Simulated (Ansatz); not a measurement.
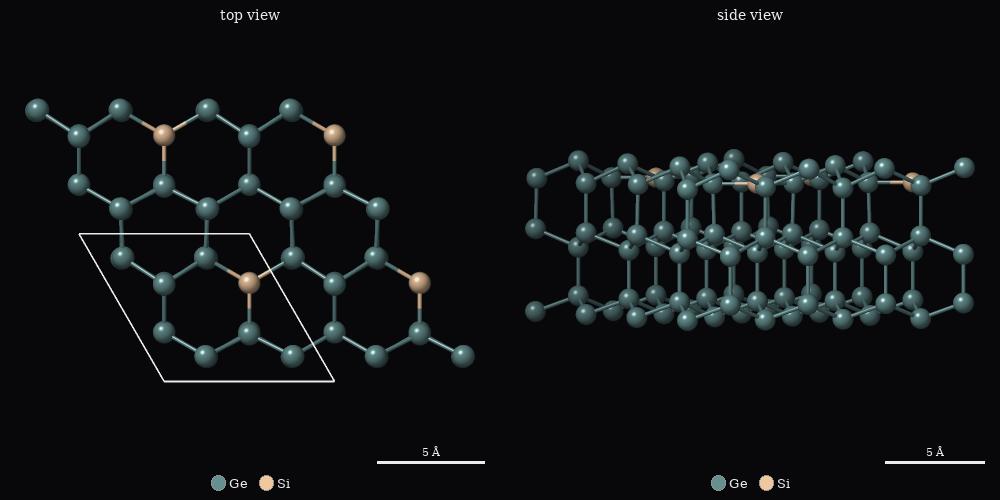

Ge(001) (P6_3/mmc bulk, the cell from a database of computed structures, not from a measurement, 6 atomic planes (those closer than 0.6 Å count as one), 8 Å) with one Si in place of Ge in a 2 × 2 cell, seen from above and from the side.

Level of theory: DFT PBE, scalar-relativistic, plane waves, PAW in Ansatz. Cutoff 420 eV, 9 × 9 k-points, Gaussian smearing 0.1 eV, dipole correction. The slab is a cut without reconstruction beyond its cell, at the source's lattice constants, with its lower half held fixed and the rest relaxed. The defects repeat every 8.0 Å and interact, so states at the Fermi level and the work function belong to this dense array. This isn't the element's usual diamond form. No spin polarisation. The run couldn't confirm all of its levels under its output density.

Images follow the Tersoff–Hamann model: the current is the local density of the sample's states between the Fermi level and the bias, at the tip's centre. Bias windows are sharp sums over the levels of the k mesh.

```
Ge Si
1.0
     7.99517    0.00000    0.00000
    -3.99759    6.92402    0.00000
     0.00000    0.00000   25.42960
Ge Si
23 1
Direct
  0.16667 0.33333 0.35392
  0.16667 0.83333 0.35392
  0.66667 0.33333 0.35392
  0.66667 0.83333 0.35392
  0.33333 0.16667 0.38657
  0.33333 0.66667 0.38657
  0.83333 0.16667 0.38657
  0.83333 0.66667 0.38657
  0.33333 0.16667 0.48368
  0.33333 0.66667 0.48368
  0.83333 0.16667 0.48368
  0.83333 0.66667 0.48368
  0.16667 0.33333 0.51679
  0.16740 0.83370 0.51880
  0.66630 0.33260 0.51880
  0.66630 0.83370 0.51880
  0.16667 0.33333 0.61570
  0.17982 0.83991 0.61931
  0.66009 0.32018 0.61931
  0.66009 0.83991 0.61931
  0.32858 0.17142 0.65619
  0.32858 0.65717 0.65619
  0.84283 0.17142 0.65619
  0.83333 0.66667 0.62102
```

**Describe the constant-current image at a set point of 2.4 × 10⁻⁶ e/Å³ at a sample bias of −2.00 V.**

The brightest spots lie over the top Ge atoms; the darkest points are over the Si dopant. The corrugation is 93 pm at a mean tip height of 4.9 Å.

**Describe the constant-current image at a set point of 3.8 × 10⁻⁶ e/Å³ at a sample bias of +1.50 V.**

The brightest spots lie over the top Ge atoms; the darkest points are over bridge points between Si and Ge atoms. The corrugation is 32 pm at a mean tip height of 5.0 Å.

The computed images, with the atoms seen from above drawn over one corner (deeper ones smaller):

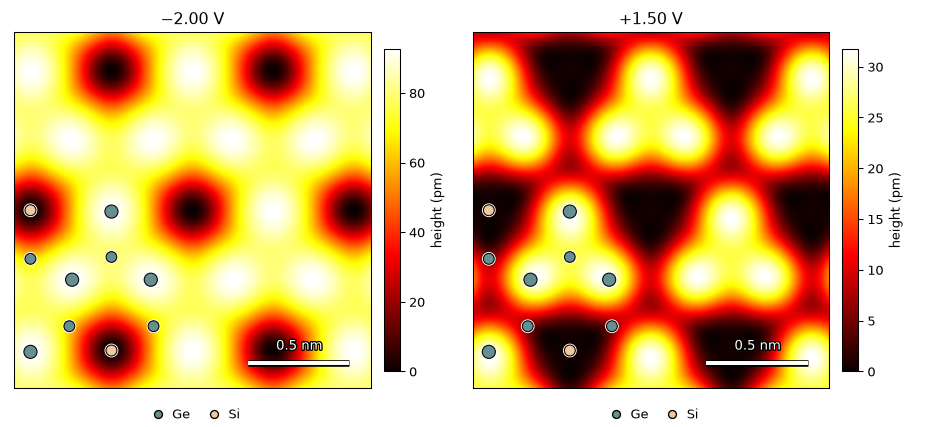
